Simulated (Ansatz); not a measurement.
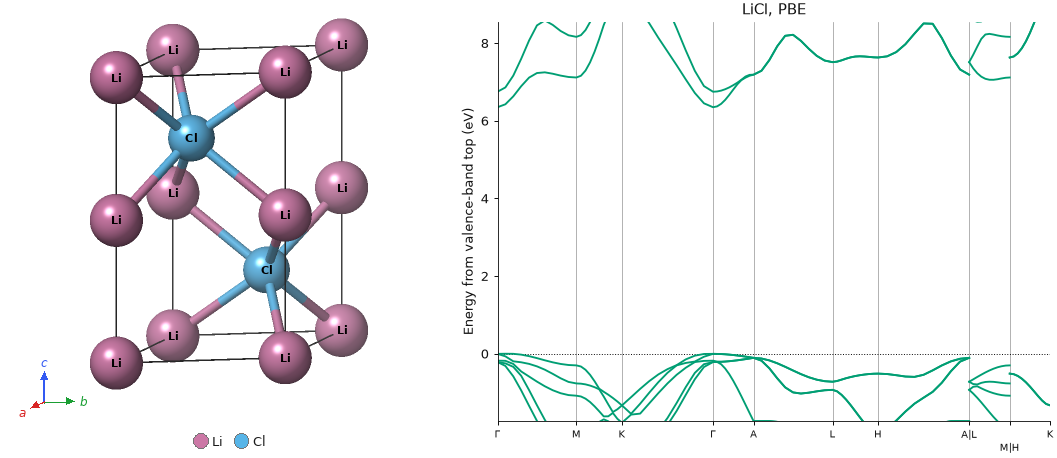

Band structure, beside the structure. Energies are counted from the top of the valence band.

System: NiAs-type LiCl, space group P6_3/mmc, 4 atoms in the cell, relaxed with r2SCAN.

```cif
data_structure
_symmetry_space_group_name_H-M 'P 1'
_symmetry_Int_Tables_number 1
_cell_length_a 3.5749
_cell_length_b 3.5749
_cell_length_c 6.0241
_cell_angle_alpha 90.000
_cell_angle_beta 90.000
_cell_angle_gamma 120.000
_cell_volume 66.67
loop_
_atom_site_label
_atom_site_type_symbol
_atom_site_fract_x
_atom_site_fract_y
_atom_site_fract_z
_atom_site_occupancy
Li1 Li 0.00000 0.00000 0.00000 1
Li2 Li 0.00000 0.00000 0.50000 1
Cl1 Cl 0.33333 0.66667 0.25000 1
Cl2 Cl 0.66667 0.33333 0.75000 1
```

Ansatz 0.2.0; PBE, Ansatz PAW set, no spin polarisation, no spin-orbit coupling, 12×12×4 k mesh, 420 eV cutoff, Fermi-Dirac smearing of 0.02 eV.

Q: Read off the fundamental gap and say whether it is direct.

A: The material is gapped. The gap along this path is 6.35 eV and direct: both edges lie at Γ.

Q: What are the direct gaps at A, H and Γ?

A: The direct gaps are 7.29 eV at A, 8.14 eV at H and 6.35 eV at Γ.

Q: How many bands meet at the valence-band top?

A: Two bands meet at the valence-band top at Γ: it is doubly degenerate (spin aside). The next level lies only 0.18 eV lower.

LDA, GGA and most meta-GGA functionals understate gaps. The usual form of LiCl is rocksalt.
